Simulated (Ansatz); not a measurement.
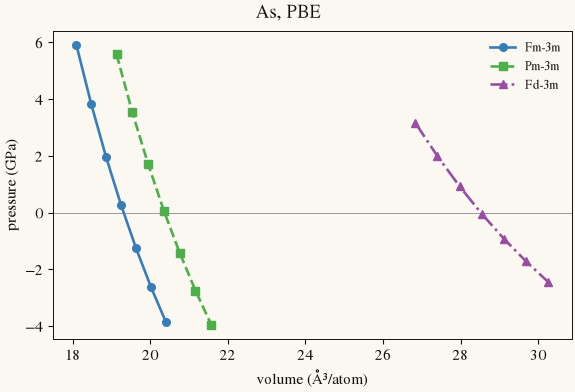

The figure shows the pressure against volume, with one curve for each structure, for As.

Computed with Ansatz 0.2.0 development build: equation of state of a cubic crystal from periodic Kohn-Sham density functional theory without spin, third-order Birch-Murnaghan fit to the free energies; pressure corrected for the finite basis. Level: PBE.

| setting | value |
| --- | --- |
| occupation method | Fermi–Dirac |
| occupation width | 0.06123 eV |
| wave cutoff | 420 eV |
| datasets | soft-1 PAW |
| density tolerance | 1e−07 eV |
| density cutoff ratio | 4 |
| search for lower states | default |

Settings that differ: Fm-3m: k mesh 44×44×44, atoms in cell 1, lattice centring face-centred primitive, space group number 225, structure type fcc; Pm-3m: k mesh 40×40×40, atoms in cell 1, lattice centring simple cubic, space group number 221, structure type simple cubic; Fd-3m: k mesh 31×31×31, atoms in cell 2, lattice centring face-centred primitive, space group number 227, structure type diamond.

Q: Order the curves by fitted equilibrium volume, smallest first.

A: Fm-3m 19.31, Pm-3m 20.37, Fd-3m 28.52 Å³/atom.

Q: For Fm-3m: what does the pressure do across the range?

A: It falls from 5.921 GPa at volume 18.10 Å³/atom to −3.864 GPa at 20.41 Å³/atom, and changes sign near 19.32 Å³/atom.

Limits of the calculation: cubic model structure, not the ambient form.
